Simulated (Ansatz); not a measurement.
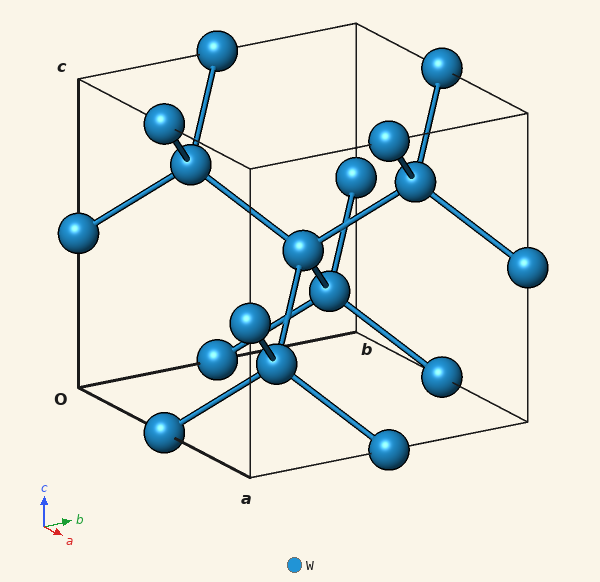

Crystal: W, the end point of a relaxation with DFT, BLYP, plane waves (420 eV) with PAW, scalar-relativistic (Ansatz 0.2.0); the starting structure was generated, so it need not be a known form of this composition. One unit cell is drawn above. The drawing is computed from the coordinates (standard cell, symmetry found to 0.002 Å).

```cif
data_structure
_symmetry_space_group_name_H-M 'P 1'
_symmetry_Int_Tables_number 1
_cell_length_a 5.9148
_cell_length_b 5.9148
_cell_length_c 5.9148
_cell_angle_alpha 90.000
_cell_angle_beta 90.000
_cell_angle_gamma 90.000
_cell_volume 206.93
loop_
_atom_site_label
_atom_site_type_symbol
_atom_site_fract_x
_atom_site_fract_y
_atom_site_fract_z
_atom_site_occupancy
W1 W 0.75000 0.75000 0.75000 1
W2 W 0.00000 0.50000 0.00000 1
W3 W 0.75000 0.25000 0.25000 1
W4 W 0.00000 0.00000 0.50000 1
W5 W 0.25000 0.75000 0.25000 1
W6 W 0.50000 0.50000 0.50000 1
W7 W 0.25000 0.25000 0.75000 1
W8 W 0.50000 0.00000 0.00000 1
```

Q: What is its point group?

A: m-3m (Oh), order 48, cubic system: three fourfold axes, four threefold axes, six twofold axes, nine mirror planes, an inversion centre.

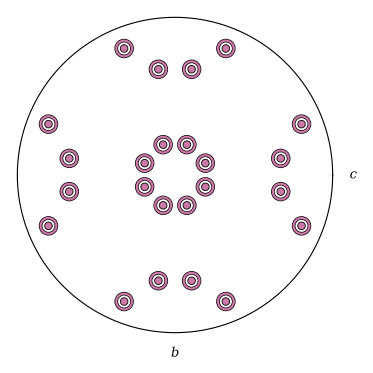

Stereographic projection: filled dots lie in the upper hemisphere, open rings in the lower. The poles are one general form. The a axis points at the viewer.

Q: What does this class allow?

A: Class m-3m is centrosymmetric, so neither piezoelectric nor pyroelectric; it is not chiral. Its Laue class is m-3m.
